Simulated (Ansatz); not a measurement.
## Two runs on Li2TaO3

System: Li2TaO3 (P6/mmm, 6 atoms in the cell).
Method of run A: DFT PBE, scalar-relativistic, plane waves, PAW, no spin polarisation (Ansatz 0.2.0).

The structure was made by a generator, so it may or may not be a known phase. Text and figures count atoms from 1; the logs count them from 0 in places.

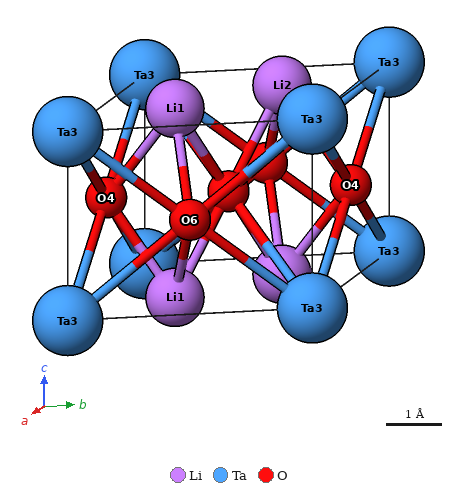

The structure as given in the input (ball-and-stick view of the cell of the calculation, seen slightly off an axis; atoms are numbered from 1 in the order of the input). An atom can appear more than once, as a periodic image.

**Input, run A**
```yaml
crystal:
  lattice:
    - [4.6320503, 0.0, 0.0]
    - [-2.31602515, 4.01147323, 0.0]
    - [0.0, 0.0, 3.60269349]
  atoms:
    - { symbol: Li, position: [0.66666667, 0.33333333, 0.0] }
    - { symbol: Li, position: [0.33333333, 0.66666667, 0.0] }
    - { symbol: Ta, position: [0.0, 0.0, 0.0] }
    - { symbol: O, position: [0.5, 0.0, 0.5] }
    - { symbol: O, position: [0.5, 0.5, 0.5] }
    - { symbol: O, position: [0.0, 0.5, 0.5] }
basis:
  ecutwfc: 420
kpoints:
  mp_grid: { grid: [6, 6, 6] }
hamiltonian:
  xc: pbe
scf:
  occupations: { method: gaussian, width: 0.1 }
  lower_state_search: "off"
output:
  forces: true
  stress: true
  eigenvalues: true
```

Launched with:
```bash
ansatz run input.yaml --threads 1 --pin off --max-ram 2560MiB --backend cpu --events-out ev --progress --plain --runs-dir out
```

Hardware: 1 thread of Intel Xeon @ 2.50GHz (Skylake/Cascade Lake), 189 GiB of memory available, shared host.

**Output, shortened to warnings, some set-up lines, iterations and results (run A)**
```
Basis set: ecut = 420 eV, 1327 PW (Γ), exchange–correlation on 64×64×50 points (8 copies of the dense FFT grid, shifted against one another)
Symmetry: 24 space group operations
k-points: 28 of 216
Initial density: superposition of atomic densities (neutral atoms: chi_scale 0, normalization atom), corrected by the library's trained network
[...]
SCF iter   1: F=—  HF=-12034.838151 eV  |F-HF|=—  |Δ(HF+E_count)|=         —  Δρ=4.54e-2  dr2=2.03e0  ethr=1.77e-3  ⟨swp⟩=5.9  Hψ=3176  notcnv=0
SCF iter   2: F=—  HF=-12034.751317 eV  |F-HF|=—  |Δ(HF+E_count)|=   8.68e-2  Δρ=8.05e-3  dr2=6.82e-2  ethr=1.77e-3  ⟨swp⟩=1.0  Hψ=924  notcnv=0
SCF iter   3: F=—  HF=-12034.748703 eV  |F-HF|=—  |Δ(HF+E_count)|=   2.61e-3  Δρ=4.67e-3  dr2=2.05e-2  ethr=1.84e-4  ⟨swp⟩=1.0  Hψ=686  notcnv=0
SCF iter   4: F=—  HF=-12034.747493 eV  |F-HF|=—  |Δ(HF+E_count)|=   1.21e-3  Δρ=4.87e-4  dr2=1.46e-4  ethr=5.54e-5  ⟨swp⟩=1.0  Hψ=686  notcnv=0
SCF iter   5: F=—  HF=-12034.747517 eV  |F-HF|=—  |Δ(HF+E_count)|=   2.30e-5  Δρ=1.36e-4  dr2=1.23e-5  ethr=3.96e-7  ⟨swp⟩=2.0  Hψ=875  notcnv=0
SCF iter   6: F=—  HF=-12034.747609 eV  |F-HF|=—  |Δ(HF+E_count)|=   9.29e-5  Δρ=2.25e-5  dr2=5.83e-7  ethr=3.33e-8  ⟨swp⟩=1.3  Hψ=792  notcnv=0
SCF iter   7: F=-12034.747609 eV  HF=-12034.747609 eV  |F-HF|=1.61e-8  |Δ(HF+E_count)|=   2.50e-8  Δρ=5.31e-6  dr2=3.55e-8  ethr=2.70e-10  ⟨swp⟩=6.2  Hψ=2514  notcnv=0
SCF 1 converged in 7 iterations: F = -12034.747609 eV  dr2 = 3.55e-8
SCF converged after 7 iterations
Free energy (F): -12034.747609 eV
Harris-Foulkes:  -12034.747609 eV  (|F-HF|=1.61e-8)
Internal energy: -12034.709208 eV  (E = F + TS)
E sigma→0 (E₀):  -12034.728409 eV
Entropy (-TS):   -0.038402 eV (-6.400 meV/atom)
Fermi energy:    8.466255 eV
--- Per-component energies (eV) ---
  E_band       = -385.452408
  E_kinetic    = 914.520892
  E_local      = -1807.983386  (includes V_loc(G=0)·N_el)
  E_nonlocal   = 91.622169
  E_hartree    = 579.347487
  E_xc         = -454.214361
  E_vxc        = -504.646318  (∫ρ·V_xc dr)
  E_paw        = -8906.679868  (= ΣΔE_a)
  E_vpaw       = -237.666991  (= ΣTr[D̂ρ^β])
  E_aug_tail   = 0.006985  (compensation charges beyond the density's cutoff)
  E_ewald      = -2451.329127
  E_smearing   = -0.038402  (= −TS)
  E_closure    = 0.000000  (closes the sum)
  Σ components = -12034.747609   (vs F -12034.747609, Δ=0.00e0)
--- Forces (eV/Å), atoms counted from 1 ---
  atom   1  Li    -0.00000000     0.00000000     0.00000000
  atom   2  Li    -0.00000000    -0.00000000    -0.00000000
  atom   3  Ta     0.00000000    -0.00000000     0.00000000
  atom   4  O      0.00000000     0.00000000     0.00000000
  atom   5  O      0.00000000    -0.00000000     0.00000000
  atom   6  O      0.00000000    -0.00000000     0.00000000
  max |Σ_I F_I| component: 1.85e-17 eV/Å
--- Stress (GPa, compression-positive) ---
        8.325256       0.000000       0.000000
        0.000000       8.325256       0.000000
        0.000000       0.000000     -56.055075
  P = ⅓ Tr σ = -13.1349 GPa (-131.349 kbar)
```

The input of run B differs as follows (lines with − go, lines with + come):
```diff
-    - { symbol: Ta, position: [0.0, 0.0, 0.0] }
+    - { symbol: Ta, position: [0.0, 0.0, 0.0], spin: 1.0 }
+  populations: true
+magnetization:
+  spin_polarized: true
```

How does run B compare with run A?

With the same functional and potentials, run B lies 54.9 meV per atom lower. The pressure goes from −13.13 to −9.97 GPa. With spin allowed, the absolute moment of the cell comes to 4.38 μB. Exchange favours parallel spins in the open shell, so the polarised state lies below the unpolarised one. The SCF takes 31 iterations against 7. On the same kind of shared host run B took about 5.4 times as long. The two runs start from different initial densities, which also moves the count.

**Output, shortened to warnings, some set-up lines, iterations and results (run B)**
```
Basis set: ecut = 420 eV, 1327 PW (Γ), exchange–correlation on 64×64×50 points (8 copies of the dense FFT grid, shifted against one another)
Symmetry: 24 space group operations
k-points: 28 of 216
Initial density: superposition of atomic densities (chi_scale 0.1, normalization cell, long waves kept (reshape's long-wave potential 0.01 eV rms))
[...]
SCF iter   1: F=—  HF=-12042.752934 eV  |F-HF|=—  |Δ(HF+E_count)|=         —  Δρ=1.46e-1 (↑1.35e-1 ↓1.46e-1)  dr2=9.28e1  dr2_m=1.38e-1  M=0.590 μB ∫|m|=0.658 μB  β_m=0.30  …
SCF iter   2: F=—  HF=-12036.807560 eV  |F-HF|=—  |Δ(HF+E_count)|=    5.95e0  Δρ=8.91e-2 (↑8.91e-2 ↓8.25e-2)  dr2=2.67e1  dr2_m=1.56e-1  M=0.271 μB ∫|m|=0.361 μB  β_m=0.30  …
SCF iter   3: F=—  HF=-12035.042969 eV  |F-HF|=—  |Δ(HF+E_count)|=    1.76e0  Δρ=2.75e-2 (↑2.74e-2 ↓2.75e-2)  dr2=2.53e0  dr2_m=4.07e-2  M=0.628 μB ∫|m|=0.686 μB  β_m=0.30  …
SCF iter   4: F=—  HF=-12035.024728 eV  |F-HF|=—  |Δ(HF+E_count)|=   1.82e-2  Δρ=3.22e-2 (↑3.22e-2 ↓3.10e-2)  dr2=3.78e0  dr2_m=2.63e-2  M=0.552 μB ∫|m|=0.637 μB  β_m=0.30  …
SCF iter   5: F=—  HF=-12034.790922 eV  |F-HF|=—  |Δ(HF+E_count)|=   2.34e-1  Δρ=1.03e-2 (↑1.03e-2 ↓8.56e-3)  dr2=2.61e-1  dr2_m=1.53e-2  M=0.722 μB ∫|m|=0.841 μB  β_m=1.00  …
[... 22 lines ...]
SCF iter  28: F=—  HF=-12035.076929 eV  |F-HF|=—  |Δ(HF+E_count)|=   1.00e-6  Δρ=4.10e-5 (↑1.16e-5 ↓4.10e-5)  dr2=2.04e-6  dr2_m=2.79e-7  M=0.544 μB ∫|m|=4.378 μB  β_m=0.87  …
SCF iter  29: F=—  HF=-12035.076931 eV  |F-HF|=—  |Δ(HF+E_count)|=   1.81e-6  Δρ=1.50e-5 (↑5.76e-6 ↓1.50e-5)  dr2=2.54e-7  dr2_m=4.32e-8  M=0.542 μB ∫|m|=4.377 μB  β_m=0.93  …
SCF iter  30: F=-12035.076931 eV  HF=-12035.076931 eV  |F-HF|=2.29e-9  |Δ(HF+E_count)|=   3.04e-7  Δρ=4.97e-6 (↑4.16e-6 ↓4.97e-6)  dr2=1.52e-8  dr2_m=1.02e-8  M=0.542 μB …
SCF iter  31: F=-12035.076931 eV  HF=-12035.076931 eV  |F-HF|=2.49e-10  |Δ(HF+E_count)|=   3.06e-8  Δρ=1.07e-6 (↑8.33e-7 ↓1.07e-6)  dr2=7.23e-10  dr2_m=4.13e-10  M=0.542 μB …
SCF 1 converged in 31 iterations: F = -12035.076931 eV  dr2 = 7.23e-10
SCF converged after 31 iterations
Magnetization: 0.5418 μB (18.7709 up, 18.2291 down)
Absolute magnetization: 4.3766 μB (∫|ρ↑−ρ↓|, with the PAW one-centre terms)
Spin contamination: 1.5821 ħ² per cell (⟨S²⟩ above its minimum at these occupations)
Per-site moments (μB) at R_I (Å): [(0.05260517362501248, 0.9254022579228945), (0.052605173625012554, 0.9254022579228945), (1.4086655614127335, 1.103155138443508), (-0.6237904513520169, 0.9254022579228945), (-0.6237904513520169, 0.9254022579228945), (-0.6237904513520169, 0.9254022579228945)]
Free energy (F): -12035.076931 eV
Harris-Foulkes:  -12035.076931 eV  (|F-HF|=2.49e-10)
Internal energy: -12035.065627 eV  (E = F + TS)
E sigma→0 (E₀):  -12035.071279 eV
Entropy (-TS):   -0.011304 eV (-1.884 meV/atom)
Fermi energy:    8.482469 eV
--- Per-component energies (eV) ---
  E_band       = -383.036079
  E_kinetic    = 917.766521
  E_local      = -1813.471983  (includes V_loc(G=0)·N_el)
  E_nonlocal   = 92.438428
  E_hartree    = 582.969620
  E_xc         = -455.599878
  E_vxc        = -506.508440  (∫ρ·V_xc dr)
  E_paw        = -8907.846245  (= ΣΔE_a)
  E_vpaw       = -239.206746  (= ΣTr[D̂ρ^β])
  E_aug_tail   = 0.007037  (compensation charges beyond the density's cutoff)
  E_ewald      = -2451.329127
  E_smearing   = -0.011304  (= −TS)
  E_closure    = -0.000000  (closes the sum)
  Σ components = -12035.076931   (vs F -12035.076931, Δ=0.00e0)
--- Forces (eV/Å), atoms counted from 1 ---
  atom   1  Li     0.00000000     0.00000000     0.00000000
  atom   2  Li     0.00000000    -0.00000000    -0.00000000
  atom   3  Ta    -0.00000000     0.00000000     0.00000000
  atom   4  O      0.00000000     0.00000000     0.00000000
  atom   5  O     -0.00000000     0.00000000     0.00000000
  atom   6  O      0.00000000     0.00000000     0.00000000
  max |Σ_I F_I| component: 4.63e-18 eV/Å
--- Stress (GPa, compression-positive) ---
       12.622629       0.000000       0.000000
       -0.000000      12.622629       0.000000
        0.000000       0.000000     -55.146538
  P = ⅓ Tr σ = -9.9671 GPa (-99.671 kbar)
--- Löwdin populations: 6 sites ---
  site symbol       q [e]    m [muB]
     0     Li      2.3376     0.0438
     1     Li      2.3376     0.0438
     2     Ta     12.1907     2.3266
     3      O      6.6243    -0.6476
     4      O      6.6243    -0.6476
     5      O      6.6243    -0.6476
  spilling = 0.007056 (of n_electrons = 37.000000)
```

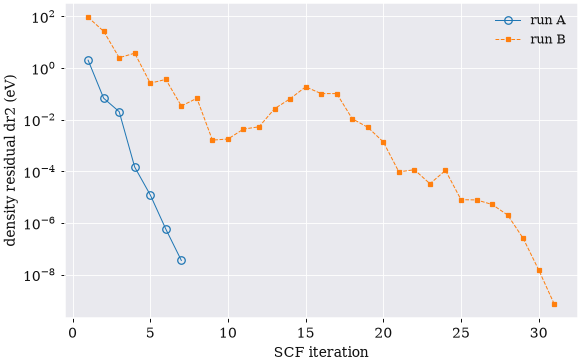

Convergence of the two runs: density residual dr2 against the SCF iteration. Run A takes 7 iterations in all, and run B takes 31.

**The two runs side by side**

| quantity | run A | run B |
| --- | --- | --- |
| outcome | converged | converged |
| free energy per atom (eV) | −2005.7913 | −2005.8462 |
| energy per atom, smearing taken to zero (eV) | −2005.7881 | −2005.8452 |
| gap on the mesh (eV) | 0.00 | 0.00 |
| pressure (GPa) | −13.13 | −9.97 |
| largest force (eV/Å) | 0.000 | 0.000 |
| SCF iterations | 7 | 31 |
| irreducible k-points | 28 | 28 |
| plane waves at Γ | 1327 | 1327 |
| net moment of the cell (μB) | – | 0.54 |
| absolute moment of the cell (μB) | – | 4.38 |
| wall time (shared host) | 5.9 s | 32 s |

For both runs: Spin–orbit coupling is left out, which matters for Ta. For run A: The cell holds an odd number of electrons but the run has no spin polarisation, so a band is left half filled.
